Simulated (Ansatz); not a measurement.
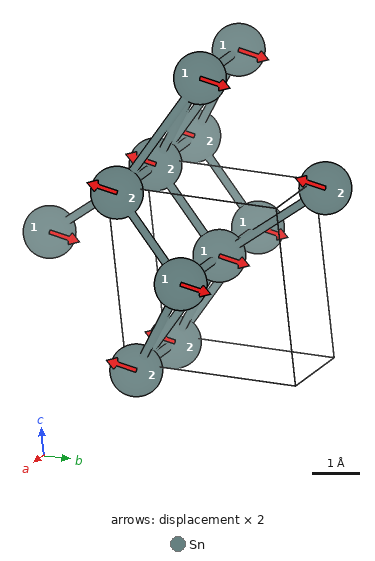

A relaxation of a crystal of Sn (set up in P-1). The starting structure is drawn; red arrows show the displacements (the part carried along by the change of the cell is left out), magnified 2 times.

A ball-and-stick model of the cell of the calculation, reduced to other axes, seen slightly off an axis. Lengths and directions refer to the drawn axes.

Theory: DFT PBE, scalar-relativistic, plane waves, PAW in Ansatz 0.2.0. Set-up: plane-wave cutoff 420 eV; k-point mesh 12 × 12 × 12; occupations gaussian; smearing width 0.15 eV; no spin polarisation; cell and atoms relaxed; force threshold 0.01 eV/Å; at most 80 steps.

Describe the change and its energy.

The largest moves relative to the cell, 0.38 Å, are those of Sn1 and Sn2. Sn1 goes along [−2 2 −1]. The drawn cell changes at constant volume: a 3.233 → 3.258 Å (+0.8 %), b = c 4.493 → 4.488 Å (−0.1 %), α 82.6° → 86.7°, β 68.9° → 68.7°, γ 68.9° → 68.8°. Near-neighbour distances that change, for instance: Sn1–Sn2 2.425 → 3.080 Å, Sn1–Sn2 (another image) 3.823 → 3.272 Å, Sn1–Sn2 (another image) 3.578 → 3.079 Å, Sn1–Sn2 (another image) 3.048 → 3.261 Å. Bond angles that change, for instance: Sn2–Sn1–Sn2 109.8° → 90.1°, Sn1–Sn1–Sn2 80.6° → 89.8°, Sn1–Sn1–Sn2 99.4° → 90.2°. The space group (tolerance 0.01 Å) goes from P-1 (No. 2) to Imma (No. 74). Over 6 accepted moves (7 points after the start) the energy falls by 632 meV per atom. The largest force component goes from 5.4 to 0.001 eV/Å. Pressure: 10.41 GPa at the start and −0.01 GPa at the end. At 1 point the geometry stayed and the basis and grid were re-selected for the new cell (energy shift of less than 0.05 meV per atom at most each time).
